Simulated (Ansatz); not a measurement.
System: Sr, space group Im-3m (No. 229) (one of a set of cubic test structures, which need not be the stable phase).

One of the inputs:
```
crystal:
  lattice:
    - [-2.381853445253, 2.381853445253, 2.381853445253]
    - [2.381853445253, -2.381853445253, 2.381853445253]
    - [2.381853445253, 2.381853445253, -2.381853445253]
  atoms:
    - { symbol: Sr, position: [0, 0, 0] }
kpoints:
  mp_grid: { grid: [32, 32, 32] }
hamiltonian:
  xc: pbe
  pseudopotentials: { kind: paw }
scf:
  occupations: { method: fermi_dirac, width: 0.061225619053 }
output:
  forces: true
  stress: true
```

Run as:
```bash
ansatz run input.yaml --threads 2
```

How it was computed, with Ansatz 0.2.0 development build: equation of state of a cubic crystal from periodic Kohn-Sham density functional theory without spin, third-order Birch-Murnaghan fit to the free energies; pressure corrected for the finite basis. Level: PBE.

```
                setting                   value
         structure type                     bcc
          atoms in cell                       1
     space group number                     229
       lattice centring  body-centred primitive
                 k mesh                32×32×32
      occupation method             Fermi–Dirac
       occupation width              0.06123 eV
            wave cutoff                  420 eV
               datasets              soft-1 PAW
      density tolerance                1e-07 eV
                  bands                       9
   density cutoff ratio                       4
search for lower states                 default
```

What does the calculation give for the energy above the lowest point and pressure against volume? The volume takes the values 50.81, 51.89, 52.97, 54.05, 55.13, 56.21, 57.29 Å³/atom.

A third-order Birch–Murnaghan fit gives V0 = 54.00 Å³/atom, B0 = 11.5 GPa and B′ = 3.7. The energy above the lowest point is 7.474 meV/atom at volume 50.81 Å³/atom and 6.562 meV/atom at 57.29 Å³/atom; the lowest computed point is at volume 54.05 Å³/atom (0.000 meV/atom), and no other minimum shows. The pressure falls from 0.79 GPa at volume 50.81 Å³/atom to −0.61 GPa at 57.29 Å³/atom, and changes sign near 54.0 Å³/atom.

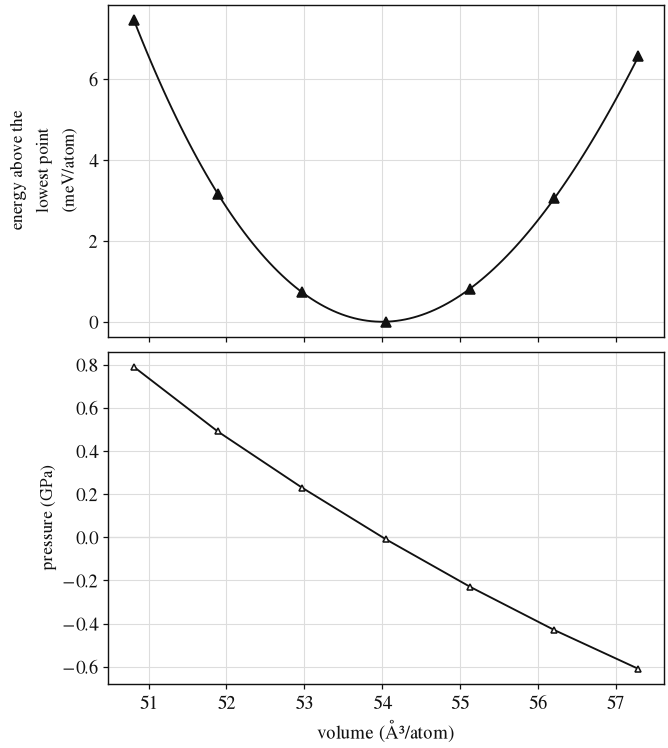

Note: cubic model structure, not the ambient form.
